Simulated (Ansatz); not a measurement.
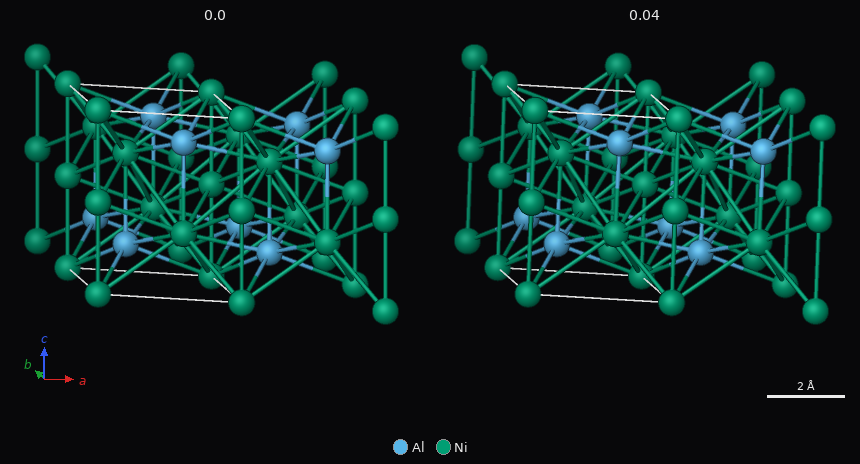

Solid AlNi2 (set up in P-3m1), under shear of c along a (cell held, atoms relaxed), with energies (extrapolated to zero smearing) counted from the relaxed crystal, which is the row at zero. The picture shows the first and the last member. A ball-and-stick model of the cell of the calculation, repeated 2 × 2 × 1 with one cell outlined, seen slightly off an axis.

Computed with Ansatz 0.2.0: DFT PBEsol, scalar-relativistic, plane waves, PAW. Settings: plane-wave cutoff 420 eV; k-point mesh 12 × 12 × 8; occupations gaussian; smearing width 0.1 eV; no spin polarisation; atoms relaxed in a fixed cell; force threshold 0.008 eV/Å.

```
strain  energy (meV/atom)  a (Å)  c (Å)
   0.0               0.00  3.975  4.906
  0.01               0.17  3.975  4.906
  0.02               0.69  3.975  4.907
  0.03                  ?      ?      ?
  0.04               2.78  3.975  4.910
```

### Estimate the missing row from the others, and compare with the calculation.

A parabola through three neighbouring rows (0.01, 0.02, 0.04) gives, with Lagrange weights, (−0.3333)(0.17) + (1.0000)(0.69) + (0.3333)(2.78) = 1.56 meV/atom. The calculation gives 1.56 meV/atom (a = 3.975 Å, c = 4.908 Å). The estimate is right to the digits shown. From the first member to the last: Ni–Ni 2.942 → 3.009 Å, Ni–Ni 2.942 → 2.877 Å, Ni–Ni 2.472 → 2.513 Å.

The whole series:

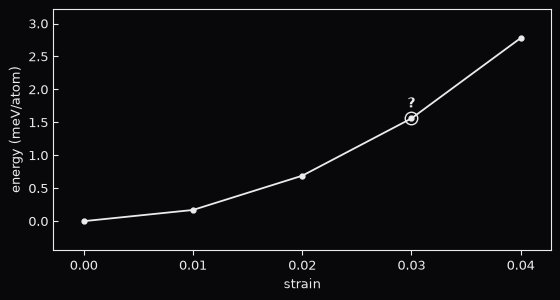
